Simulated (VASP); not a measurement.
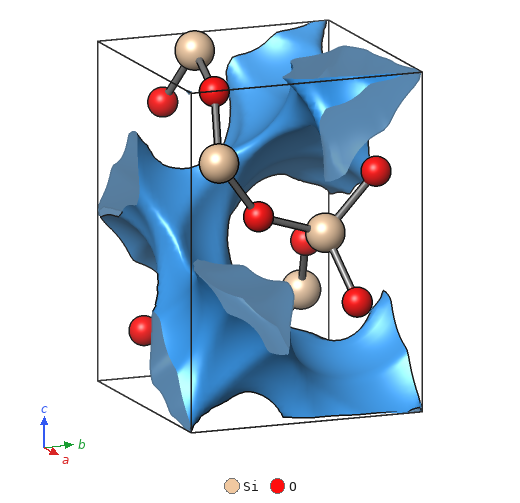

The blue surface encloses the points that the centre of a probe sphere of radius 1.00 Å can occupy in SiO$_{2}$ (P4_12_12), computed on a grid of about 0.14 Å (1×1×1 cells shown, view slightly off an axis; pale faces close the region where the box cuts it).

Hard-sphere model; covalent radii (Cordero): Si 1.11 Å, O 0.66 Å.

Origin of the cell: an entry of the Crystallography Open Database, as set up for an electronic-structure calculation.

```xyz
12
Lattice="4.9820 0.0000 0.0000 0.0000 4.9820 0.0000 0.0000 0.0000 6.9630" Properties=species:S:1:pos:R:3 pbc="T T T"
Si    3.9805    1.0015    5.2222
Si    3.4925    3.4925    3.4815
Si    1.0015    3.9805    1.7408
Si    1.4895    1.4895    0.0000
O     0.5155    1.1951    5.7227
O     1.2959    3.0065    0.5004
O     4.4665    3.7869    2.2412
O     3.6861    1.9755    3.9819
O     3.0065    1.2959    6.4626
O     3.7869    4.4665    4.7218
O     1.9755    3.6861    2.9811
O     1.1951    0.5155    1.2403
```

### Describe the connectivity of the accessible space.

Where they connect, they form a three-dimensional network.

### What share of the cell can the probe's centre reach?

About 20 % of the volume (35 Å³ of 172.8 Å³).

### Give the largest included and the largest free sphere.

The largest sphere that fits anywhere has a diameter of 3.51 Å; the largest that can travel through the crystal, about 2.8 Å.

### How does the connectivity change as the probe shrinks?

Below a radius of about 1.40 Å the space forms a three-dimensional network. These are grid estimates, good to about 0.05 Å.
